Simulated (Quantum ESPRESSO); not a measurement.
## ZnSe (Stilleite): from the cell to the phonon bands

Wanted: phonon bands, density of states and zone-centre response of ZnSe (Stilleite).

Program: Quantum ESPRESSO 7.5. Level of theory: DFT LDA, scalar-relativistic, plane waves, JTH PAW pseudopotentials. Results are calculated unless marked as measured.

Experimental background.

For ZnSe, zincblende (pure ZnSe, earlier work), “Phonon-based partition of (ZnSe-like) semiconductor mixed crystals on approach to their pressure-induced structural transition” (2020, arxiv:2008.07187) quotes earlier work: Raman mode (TO) about 207 cm⁻¹ [Literature Raman frequency quoted as a normalising parameter in the cross-section model].

**1. The starting structure**

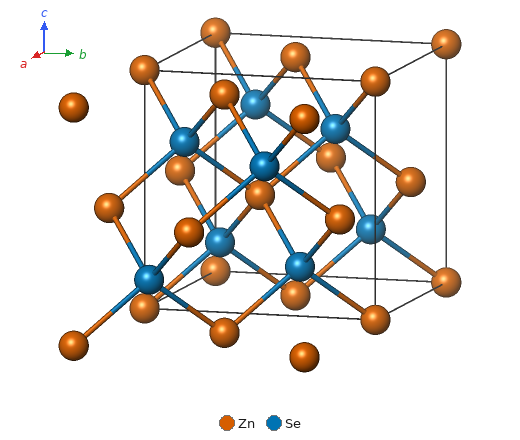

The starting structure, seen slightly off an axis (zinc orange, selenium blue). 2×1×1 cells are drawn. This picture shows the conventional cell, with its axes. Bonds to atoms that aren't drawn are left out. Some periodic images of atoms are drawn too.

**2. A first look**

Before anything dear is run, a loose run with smearing shows whether this is a metal and how far the cell is from rest.

Input file probe.in:

```
&CONTROL
  calculation = 'scf'
  prefix      = 'x'
  outdir      = './tmp'
  pseudo_dir  = './pseudo'
  tprnfor     = .true.
  tstress     = .true.
  verbosity   = 'high'
/
&SYSTEM
  ibrav       = 2
  celldm(1)   = 10.71021178
  nat         = 2
  ntyp        = 2
  ecutwfc     = 50.0
  ecutrho     = 250.0
  occupations = 'smearing'
  smearing    = 'gaussian'
  degauss     = 0.01
/
&ELECTRONS
  conv_thr         = 1.0d-07
  mixing_beta      = 0.7
  electron_maxstep = 100
/
ATOMIC_SPECIES
 Zn     65.3800  Zn.upf
 Se     78.9710  Se.upf
ATOMIC_POSITIONS crystal
 Zn     0.000000000   0.000000000   0.000000000
 Se     0.250000000   0.250000000   0.250000000
K_POINTS automatic
 6 6 6 0 0 0
```

The run is started by

```console
OMP_NUM_THREADS=1 mpirun -n 4 pw.x -nk 4 -in probe.in > probe.out
```

The log of the run:

```text
[banners, grids, parts of the stress and lines that vanish by symmetry left out]
Program PWSCF v.7.5
     file Zn.upf: wavefunction(s)  0S 0P 0P 3D 0D renormalized
     file Se.upf: wavefunction(s)  0S 4P 0P renormalized
[...]
kinetic-energy cutoff     =      50.0000  Ry
     charge density cutoff     =     250.0000  Ry
     scf convergence threshold =      1.0E-07
[...]
Exchange-correlation= SLA PW NOGX NOGC
                           (   1   4   0   0   0   0   0)
[...]
24 Sym. Ops. (no inversion) found
[...]
(     0          1          0      )
                  (     0          0          1      )
[...]
(  0.0000000  1.0000000  0.0000000 )
                  (  0.0000000  0.0000000  1.0000000 )
[...]
(     1          0         -1      )
                  (     0          0         -1      )
[...]
(  0.0000000  1.0000000  0.0000000 )
[...]
(    -1          0          1      )
                  (    -1          0          0      )
[...]
(  0.0000000  0.0000000  1.0000000 )
                  (  0.0000000 -1.0000000  0.0000000 )
[...]
number of k points=    16  Gaussian smearing, width (Ry)=  0.0100
[...]
End of self-consistent calculation
[...]
the Fermi energy is     6.2770 ev
!    total energy              =    -421.49787753 Ry
[...]
convergence has been achieved in   7 iterations
[...]
atom    1 type  1   force =     0.00000000    0.00000000   -0.00000000
     atom    2 type  2   force =    -0.00000000    0.00000000   -0.00000000
[...]
Total force =     0.000000     Total SCF correction =     0.000000
[...]
total   stress  (Ry/bohr**3)                   (kbar)     P=      -24.33
[...]
XML data file, charge density, pseudopotentials, collected wavefunctions

   JOB DONE.
```

Wall time 3.9 s (4 MPI ranks of Intel Xeon 6975P-C (Granite Rapids), shared host).

This step gave:

| Quantity | Value |
| --- | --- |
| volume per atom | 22.76 Å³ |
| pressure | -2.433 GPa |
| gap on the k-mesh | 1.032 eV |

A gap of 1.0 eV opens on this mesh, so the crystal is taken as an insulator; the start stands at -2.4 GPa.

**3. Relaxing the cell and atoms**

The relaxation runs at a cutoff a fifth above that of the response, since stress converges more slowly with the basis than frequencies do. Forces and stress are brought to rest with tight thresholds.

Input file relax.in:

```
&CONTROL
  calculation   = 'vc-relax'
  prefix        = 'x'
  outdir        = './tmp'
  pseudo_dir    = './pseudo'
  tprnfor       = .true.
  tstress       = .true.
  forc_conv_thr = 2.0d-05
  etot_conv_thr = 1.0d-07
  nstep         = 40
/
&SYSTEM
  ibrav       = 2
  celldm(1)   = 10.71021178
  nat         = 2
  ntyp        = 2
  ecutwfc     = 60
  ecutrho     = 300.0
  occupations = 'fixed'
  nbnd        = 11
/
&ELECTRONS
  conv_thr         = 1.0d-11
  mixing_beta      = 0.7
  electron_maxstep = 100
/
&IONS
/
&CELL
  press_conv_thr = 0.2
/
ATOMIC_SPECIES
 Zn     65.3800  Zn.upf
 Se     78.9710  Se.upf
ATOMIC_POSITIONS crystal
 Zn     0.000000000   0.000000000   0.000000000
 Se     0.250000000   0.250000000   0.250000000
K_POINTS automatic
 8 8 8 0 0 0
```

The run is started by

```console
OMP_NUM_THREADS=1 mpirun -n 4 pw.x -nk 4 -in relax.in > relax.out
```

The log of the run:

```text
[banners, grids, parts of the stress and lines that vanish by symmetry left out]
[banner, memory and clock lines left out]
Program PWSCF v.7.5

[...]
kinetic-energy cutoff     =      60.0000  Ry
     charge density cutoff     =     300.0000  Ry
     scf convergence threshold =      1.0E-11
[...]
energy convergence thresh.=      1.0E-07
     force convergence thresh. =      2.0E-05
     press convergence thresh. =      2.0E-01
     Exchange-correlation= SLA PW NOGX NOGC
                           (   1   4   0   0   0   0   0)
[...]
24 Sym. Ops. (no inversion) found
[...]
number of k points=    29
[...]
End of self-consistent calculation
[...]
highest occupied, lowest unoccupied level (ev):     5.7480    6.7825
!    total energy              =    -421.49846596 Ry
[...]
convergence has been achieved in  11 iterations
[...]
atom    1 type  1   force =     0.00000000    0.00000000    0.00000000
     atom    2 type  2   force =     0.00000000    0.00000000    0.00000000
     Total force =     0.000000     Total SCF correction =     0.000000
[...]
total   stress  (Ry/bohr**3)                   (kbar)     P=      -34.56
[...]
number of bfgs steps    =   0
[...]
CELL_PARAMETERS (alat= 10.71021178)
[...]
ATOMIC_POSITIONS (crystal)
Zn               0.0000000000        0.0000000000        0.0000000000
Se               0.2500000000        0.2500000000        0.2500000000
[...]
New effective cutoffs (rho, wfc):  302.27   60.70
[...]
End of self-consistent calculation
[...]
highest occupied, lowest unoccupied level (ev):     5.9798    7.0856
!    total energy              =    -421.49954635 Ry
[...]
convergence has been achieved in  25 iterations
[...]
atom    1 type  1   force =    -0.00000000   -0.00000000    0.00000000
     atom    2 type  2   force =    -0.00000000    0.00000000   -0.00000000
     Total force =     0.000000     Total SCF correction =     0.000000
[...]
total   stress  (Ry/bohr**3)                   (kbar)     P=      -24.42
[...]
number of bfgs steps    =   1
[...]
CELL_PARAMETERS (alat= 10.71021178)
[...]
ATOMIC_POSITIONS (crystal)
Zn               0.0000000000        0.0000000000       -0.0000000000
Se               0.2500000000        0.2500000000        0.2500000000
[...]
New effective cutoffs (rho, wfc):  307.70   61.79
[...]
End of self-consistent calculation
[...]
highest occupied, lowest unoccupied level (ev):     6.3393    7.5547
!    total energy              =    -421.50040273 Ry
[...]
convergence has been achieved in  28 iterations
[...]
atom    1 type  1   force =     0.00000000    0.00000000   -0.00000000
     atom    2 type  2   force =     0.00000000    0.00000000    0.00000000
     Total force =     0.000000     Total SCF correction =     0.000000
[...]
total   stress  (Ry/bohr**3)                   (kbar)     P=       -6.96
[...]
number of bfgs steps    =   2
[...]
CELL_PARAMETERS (alat= 10.71021178)
[...]
ATOMIC_POSITIONS (crystal)
[...]
New effective cutoffs (rho, wfc):  309.86   62.23
[...]
End of self-consistent calculation
[...]
highest occupied, lowest unoccupied level (ev):     6.4830    7.7420
!    total energy              =    -421.50047094 Ry
[...]
convergence has been achieved in  32 iterations
[...]
atom    1 type  1   force =     0.00000000   -0.00000000    0.00000000
     atom    2 type  2   force =    -0.00000000    0.00000000   -0.00000000
     Total force =     0.000000     Total SCF correction =     0.000000
[...]
total   stress  (Ry/bohr**3)                   (kbar)     P=        0.46
[...]
number of bfgs steps    =   3
[...]
CELL_PARAMETERS (alat= 10.71021178)
[...]
ATOMIC_POSITIONS (crystal)
[...]
New effective cutoffs (rho, wfc):  309.72   62.20
[...]
End of self-consistent calculation
[...]
highest occupied, lowest unoccupied level (ev):     6.4741    7.7305
!    total energy              =    -421.50047122 Ry
[...]
convergence has been achieved in  25 iterations
[...]
atom    1 type  1   force =     0.00000000    0.00000000    0.00000000
     atom    2 type  2   force =    -0.00000000   -0.00000000   -0.00000000
     Total force =     0.000000     Total SCF correction =     0.000000
[...]
total   stress  (Ry/bohr**3)                   (kbar)     P=       -0.01
[...]
number of bfgs steps    =   4
[...]
small trust_radius: resetting bfgs history
[...]
CELL_PARAMETERS (alat= 10.71021178)
[...]
ATOMIC_POSITIONS (crystal)
[...]
New effective cutoffs (rho, wfc):  309.72   62.20
[...]
End of self-consistent calculation
[...]
highest occupied, lowest unoccupied level (ev):     6.4742    7.7306
!    total energy              =    -421.50047122 Ry
[...]
convergence has been achieved in  13 iterations
[...]
atom    1 type  1   force =     0.00000000    0.00000000    0.00000000
     atom    2 type  2   force =     0.00000000   -0.00000000   -0.00000000
     Total force =     0.000000     Total SCF correction =     0.000000
[...]
total   stress  (Ry/bohr**3)                   (kbar)     P=       -0.02
[...]
bfgs converged in   6 scf cycles and   5 bfgs steps
[...]
End of BFGS Geometry Optimization
     Final enthalpy           =    -421.5004712213 Ry
     File ./tmp/x.bfgs deleted, as requested
[...]
CELL_PARAMETERS (alat= 10.71021178)
[...]
ATOMIC_POSITIONS (crystal)
Zn               0.0000000000        0.0000000000       -0.0000000000
Se               0.2500000000        0.2500000000        0.2500000000
[...]
Final scf calculation at the relaxed structure.
[...]
kinetic-energy cutoff     =      60.0000  Ry
     charge density cutoff     =     300.0000  Ry
     scf convergence threshold =      1.0E-13
[...]
press convergence thresh. =      2.0E-01
     Exchange-correlation= SLA PW NOGX NOGC
                           (   1   4   0   0   0   0   0)
[...]
24 Sym. Ops. (no inversion) found
[...]
number of k points=    29
[...]
c_bands:  1 eigenvalues not converged
     c_bands:  1 eigenvalues not converged
     c_bands:  1 eigenvalues not converged
     c_bands:  1 eigenvalues not converged
     c_bands:  1 eigenvalues not converged
[...]
End of self-consistent calculation
[...]
highest occupied, lowest unoccupied level (ev):     6.4742    7.7306
!    total energy              =    -421.50042199 Ry
[...]
convergence has been achieved in  15 iterations
[...]
atom    1 type  1   force =    -0.00000000   -0.00000000   -0.00000000
     atom    2 type  2   force =     0.00000000    0.00000000    0.00000000
     Total force =     0.000000     Total SCF correction =     0.000000
[...]
total   stress  (Ry/bohr**3)                   (kbar)     P=       -0.05
[...]
XML data file, charge density, pseudopotentials, collected wavefunctions
```

Elapsed: 52 s, on 4 MPI ranks; 3.4 min of CPU time.

Relaxation path:

```csv
step,energy less that of the first step (eV),largest force (eV/Å),pressure (GPa),volume (Å³)
1,0.0000,0.0000,-3.46,45.51
2,-0.0147,0.0000,-2.44,44.72
3,-0.0264,0.0000,-0.70,43.54
4,-0.0273,0.0000,0.05,43.08
5,-0.0273,0.0000,0.00,43.11
6,-0.0273,0.0000,0.00,43.11
7,-0.0266,0.0000,-0.01,43.11
```

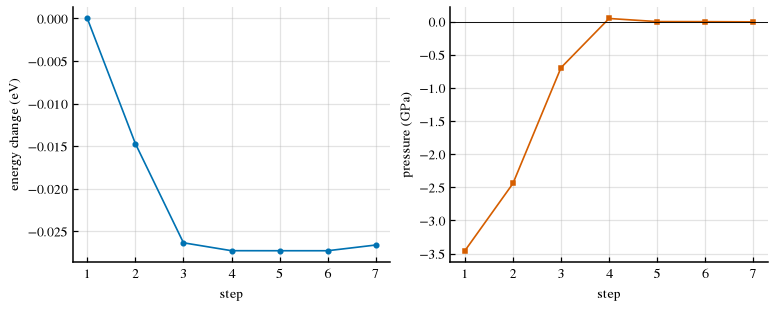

Energy and pressure along the relaxation.

```csv
"conventional cell, symmetrised",before,after,change
a (Å),5.668,5.566,-1.8 %
b (Å),5.668,5.566,-1.8 %
c (Å),5.668,5.566,-1.8 %
volume (Å³/atom),22.76,21.56,-5.3 %
```

The relaxed structure:

```
Zn Se
1.0
    -2.78307    0.00000    2.78307
     0.00000    2.78307    2.78307
    -2.78307    2.78307    0.00000
Zn Se
1 1
Direct
  0.00000 0.00000 0.00000
  0.25000 0.25000 0.25000
```

The last row of the table of steps is pw.x's closing run on a basis chosen anew for the final cell, so its energy can jump.

This step gave:

```yaml
volume_per_atom: 21.56 Å³
pressure: -0.005 GPa
gap_on_the_k_mesh: 1.256 eV
```

The volume changes by -5.3 % from the cell with which this run began.

**4. Self-consistent run for the response**

The response is built on this ground state, so it is converged far tighter than an energy would need. With a gap, occupations are fixed, which also allows the response to an electric field.

Input file scf.in:

```
&CONTROL
  calculation = 'scf'
  prefix      = 'x'
  outdir      = './tmp'
  pseudo_dir  = './pseudo'
  tprnfor     = .true.
  tstress     = .true.
/
&SYSTEM
  ibrav       = 2
  celldm(1)   = 10.51846804
  nat         = 2
  ntyp        = 2
  ecutwfc     = 50.0
  ecutrho     = 250.0
  occupations = 'fixed'
  nbnd        = 11
/
&ELECTRONS
  conv_thr         = 1.0d-12
  mixing_beta      = 0.7
  electron_maxstep = 100
/
ATOMIC_SPECIES
 Zn     65.3800  Zn.upf
 Se     78.9710  Se.upf
ATOMIC_POSITIONS crystal
 Zn     0.000000000   0.000000000   0.000000000
 Se     0.250000000   0.250000000   0.250000000
K_POINTS automatic
 8 8 8 0 0 0
```

The run is started by

```console
OMP_NUM_THREADS=1 mpirun -n 4 pw.x -nk 4 -in scf.in > scf.out
```

The log of the run:

```text
[banners, grids, parts of the stress and lines that vanish by symmetry left out]
[banner, memory and clock lines left out]
Program PWSCF v.7.5

[...]
kinetic-energy cutoff     =      50.0000  Ry
     charge density cutoff     =     250.0000  Ry
     scf convergence threshold =      1.0E-12
[...]
Exchange-correlation= SLA PW NOGX NOGC
                           (   1   4   0   0   0   0   0)
[...]
24 Sym. Ops. (no inversion) found
[...]
number of k points=    29
[...]
End of self-consistent calculation
[...]
highest occupied, lowest unoccupied level (ev):     6.4742    7.7306
!    total energy              =    -421.50028896 Ry
[...]
convergence has been achieved in  12 iterations
[...]
atom    1 type  1   force =     0.00000000   -0.00000000    0.00000000
     atom    2 type  2   force =     0.00000000    0.00000000    0.00000000
     Total force =     0.000000     Total SCF correction =     0.000000
[...]
total   stress  (Ry/bohr**3)                   (kbar)     P=        0.35
[...]
XML data file, charge density, pseudopotentials, collected wavefunctions
```

It took 5.4 s on 4 MPI ranks; 20 s of CPU time.

This step gave:

```
pressure : 0.03500 GPa
```

The cell stands at 0.035 GPa, close enough for phonons.

[end of part 1 of 3]

[Host names and launcher messages were left out of these logs when they were recorded.]

[Logs are printed without paths, hosts, clocks, repeated set-up lines and the standing remarks that a program may print on its own settings, such as how far it seeks lower states.]

[Hosts, paths, dates, database ids (printed as entryN), source tags and the programs' standing remarks are cut or masked in the printed files.]
